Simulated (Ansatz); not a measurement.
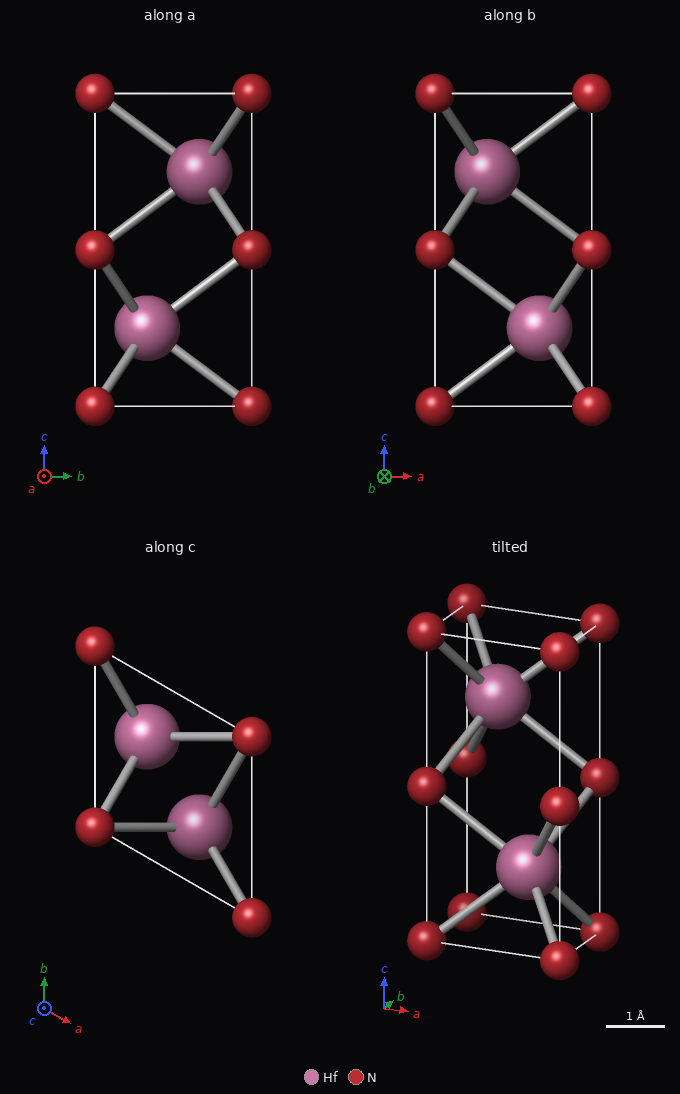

Ball-and-stick drawing of the structure, looking along the a axis, along the b axis, along the c axis and slightly off an axis. The conventional unit cell is outlined; an atom on or near a face, edge or corner is repeated at each equivalent position.

Lattice parameters: a = 3.158 Å, b = 3.158 Å, c = 5.457 Å, α = 90.00°, β = 90.00°, γ = 120.00°.

Q: Record the structure as a table of Wyckoff sites.

A: Space group P6_3/mmc (No. 194).
```csv
atom,site,x,y,z
Hf,2d,0.3333,0.6667,0.7500
N,2a,0.0000,0.0000,0.0000
```

Provenance: a structure type filled with these elements by a generator (whether the compound takes this form wasn't checked). Atoms and cell were optimised with DFT PBE, scalar-relativistic, plane waves, PAW (Ansatz).
